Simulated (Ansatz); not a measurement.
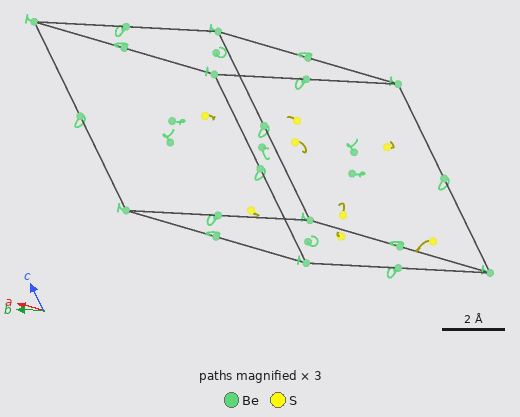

Molecular dynamics of a 16-atom cell of BeS (built on the zincblende type), 60 fs long. Lines trace each atom's path, in the colour of its element; spheres stand at the starting positions. The excursions are magnified 3 times. Seen from a free direction in the reduced simulation cell.

Theory: DFT, r2SCAN, plane waves, PAW (Ansatz). Set-up: plane-wave cutoff 500 eV; k-point mesh 2 × 2 × 2; Fermi-Dirac smearing 0.039 eV; constant energy (NVE); velocities drawn for 450 K; time step 3 fs.

Input
```yaml
crystal:
  lattice:
    - [0.0, 4.8686124607, 4.8686124607]
    - [4.8686124607, 0.0, 4.8686124607]
    - [4.8686124607, 4.8686124607, 0.0]
  atoms:
    - { symbol: Be, position: [0.0, 0.0, 0.0] }
    - { symbol: S, position: [0.125, 0.125, 0.125] }
    - { symbol: Be, position: [0.0, 0.0, 0.5] }
    - { symbol: S, position: [0.125, 0.125, 0.625] }
    - { symbol: Be, position: [0.0, 0.5, 0.0] }
    - { symbol: S, position: [0.125, 0.625, 0.125] }
    - { symbol: Be, position: [0.0, 0.5, 0.5] }
    - { symbol: S, position: [0.125, 0.625, 0.625] }
    - { symbol: Be, position: [0.5, 0.0, 0.0] }
    - { symbol: S, position: [0.625, 0.125, 0.125] }
    - { symbol: Be, position: [0.5, 0.0, 0.5] }
    - { symbol: S, position: [0.625, 0.125, 0.625] }
    - { symbol: Be, position: [0.5, 0.5, 0.0] }
    - { symbol: S, position: [0.625, 0.625, 0.125] }
    - { symbol: Be, position: [0.5, 0.5, 0.5] }
    - { symbol: S, position: [0.625, 0.625, 0.625] }
kpoints:
  mp_grid: { grid: [2, 2, 2] }
hamiltonian:
  xc: r2scan
scf:
  occupations: { method: fermi_dirac, width: 0.039 }
md:
  ensemble: nve
  temperature: 450
  timestep: 3.0
  n_steps: 20
  initial_velocities: maxwell_boltzmann
  seed: 721
```

Launched with:
```bash
ansatz run input.yaml --threads 4 --pin off --max-ram 3686MiB --backend cpu --events-out ev --progress --plain --runs-dir out
```

**Describe the motion.**

In the second half of the run the atoms are, in the root-mean-square, this far from where they began (common drift taken out): S 0.12 Å, Be 0.11 Å. The run lasts only 60 fs, too short to tell vibration from diffusion. Over the second half the temperature averages 175 K (spread ±61 K). The first frame carries almost no forces, so kinetic energy first flows into potential energy: the temperature drops from 450 to 134 K within 15 fs, and without a thermostat its mean stays below the start. The potential energy in the second half lies on average 33.9 meV per atom above the first frame.
